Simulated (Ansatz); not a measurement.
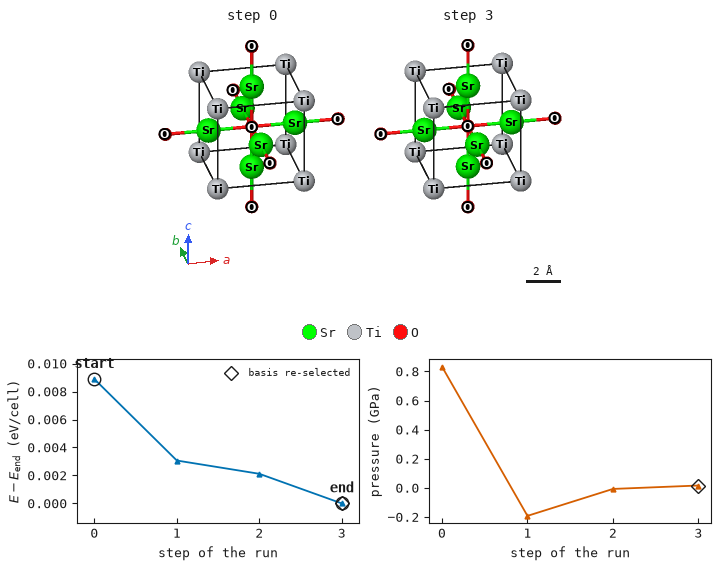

First and last geometry of a relaxation of solid Sr$_{3}$TiO (a generated structure, set up in Pm-3m), with the history of the run. Style: ball-and-stick. Shown: the cell of the calculation, from a free direction.

Computed with DFT PBE, scalar-relativistic, plane waves, PAW in Ansatz.

Input
```yaml
crystal:
  lattice:
    - [5.2288810127, 0.0, 0.0]
    - [0.0, 5.2288810127, 0.0]
    - [0.0, 0.0, 5.2288810127]
  atoms:
    - { symbol: Sr, position: [0.0, 0.5, 0.5] }
    - { symbol: Sr, position: [0.5, 0.0, 0.5] }
    - { symbol: Sr, position: [0.5, 0.5, 0.0] }
    - { symbol: Ti, position: [0.0, 0.0, 0.0], spin: 2.56 }
    - { symbol: O, position: [0.5, 0.5, 0.5] }
basis:
  ecutwfc: 420
kpoints:
  mp_grid: { grid: [8, 8, 8] }
hamiltonian:
  xc: pbe
scf:
  occupations: { method: gaussian, width: 0.1 }
output:
  forces: true
  stress: true
  eigenvalues: true
  populations: true
  write_density: true
  write_potential: true
  elf: true
  volumetric_format: npy
magnetization:
  spin_polarized: true
relax:
  adjacent_minimum: "off"
  f_tol: 0.005
  max_steps: 80
  cell: { stress_tol: 0.05 }
```

Command:
```bash
ansatz run input.yaml --threads 2 --pin off --max-ram 7168MiB --backend cpu --events-out ev --progress --plain --runs-dir out
```

Did the run converge, and what did it change?

It converged. The atoms keep their places relative to the cell (all moves are under 0.005 Å). Cell: a = b = c 5.229 → 5.270 Å (+0.8 %). Volume +2.4 %. Some distances before and after: Sr1–O5 2.614 → 2.635 Å. The space group stays Pm-3m (No. 221). Over 2 accepted moves (3 points after the start) the energy falls by 8.9 meV per cell of the calculation. All forces vanish by symmetry, so only the cell relaxes. The pressure goes from 0.83 to 0.02 GPa. The SCF was repeated once at an unchanged geometry on a basis and grid sized afresh for the cell, which shifted the energy by 2.1 meV per cell of the calculation at most.
